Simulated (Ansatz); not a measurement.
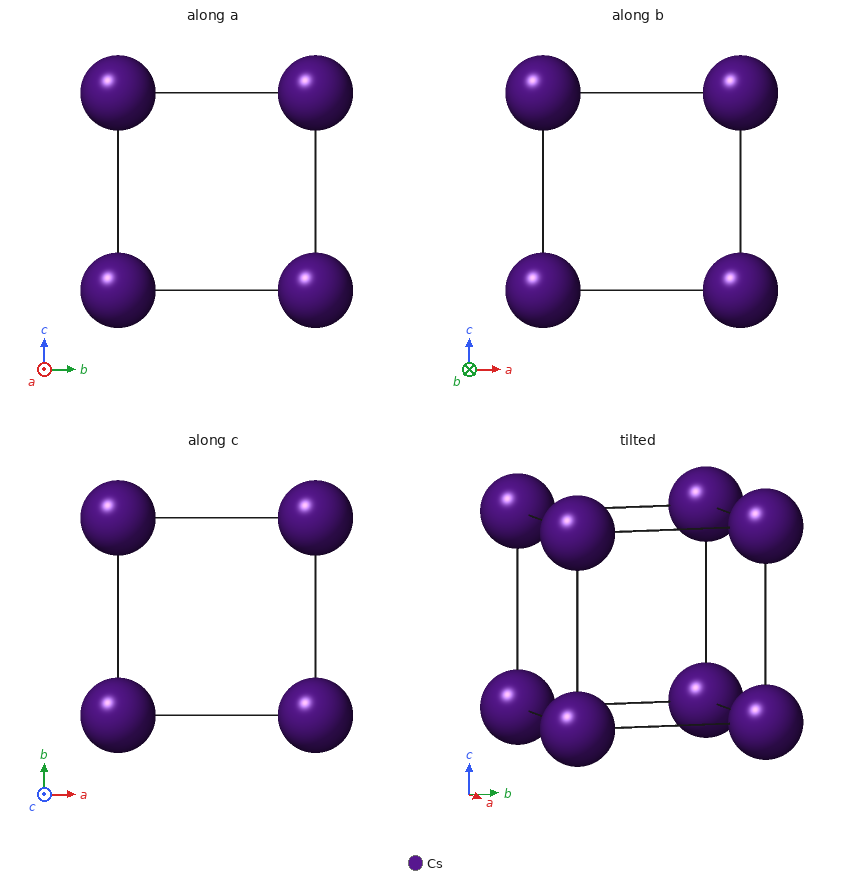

An orthographic spheres-only view of the structure, along the a axis, along the b axis, along the c axis and slightly off an axis. The frame is the conventional unit cell; atoms at its boundary are shown with their periodic copies.

Lattice parameters: a = 4.8159 Å, b = 4.8159 Å, c = 4.8159 Å, α = 90.000°, β = 90.000°, γ = 90.000°.

### Record the structure as a CIF in P1 with every atom of the cell.

```cif
data_structure
_symmetry_space_group_name_H-M 'P 1'
_symmetry_Int_Tables_number 1
_cell_length_a 4.8159
_cell_length_b 4.8159
_cell_length_c 4.8159
_cell_angle_alpha 90.000
_cell_angle_beta 90.000
_cell_angle_gamma 90.000
_cell_volume 111.70
loop_
_atom_site_label
_atom_site_type_symbol
_atom_site_fract_x
_atom_site_fract_y
_atom_site_fract_z
_atom_site_occupancy
Cs1 Cs 0.0000 0.0000 0.0000 1
```

Provenance: a structure type filled with this element by a generator (whether the element takes this form wasn't checked). Earlier steps of the study may have refined or changed the cell and positions. It went into a calculation with Ansatz.
